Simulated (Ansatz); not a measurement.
The structure in question:

```yaml
crystal:
  lattice:
    - [3.47164, 0.00000, 0.00000]
    - [0.00000, 3.47164, 0.00000]
    - [0.00000, 0.00000, 5.09376]
  atoms:
    - { symbol: Hf, position: [0.00000, 0.00000, 0.00000] }
    - { symbol: N, position: [0.00000, 0.50000, 0.25000] }
    - { symbol: Hf, position: [0.50000, 0.50000, 0.50000] }
    - { symbol: N, position: [0.50000, 0.00000, 0.75000] }
```

Question: Give a crystallographic description of this input.

Answer: The formula is HfN. It belongs to space group I-4m2 (No. 119) and has a body-centred tetragonal lattice. Counting shared atoms by their share gives 2 Hf, 2 N, or 4 atoms. The polyhedra are HfN4 tetrahedra; they share corners. Each Hf has four N in a tetrahedral arrangement at 2.15 Å. N bonds to four Hf in a tetrahedral arrangement at 2.15 Å. Not all metal-metal contacts are counted. The bonds build a three-dimensional framework.

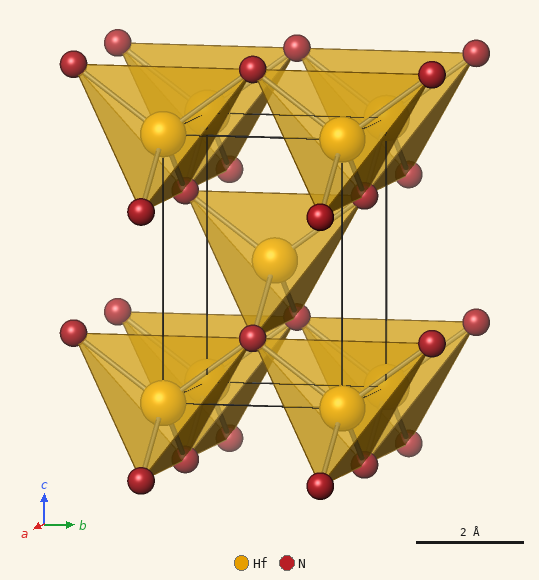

Polyhedral drawing of the structure, looking slightly off an axis. The edges of the conventional unit cell are marked. Some neighbours outside the box are added. Colours: hafnium orange, nitrogen red.

The initial geometry was a structure listed in the Materials Project. The cell was then strained or its atoms displaced on purpose. It went into a calculation with Ansatz.

At this level of theory the cell isn't at rest (stretched, at -11 GPa), so its distances can differ from those at equilibrium, the more so the softer the solid.
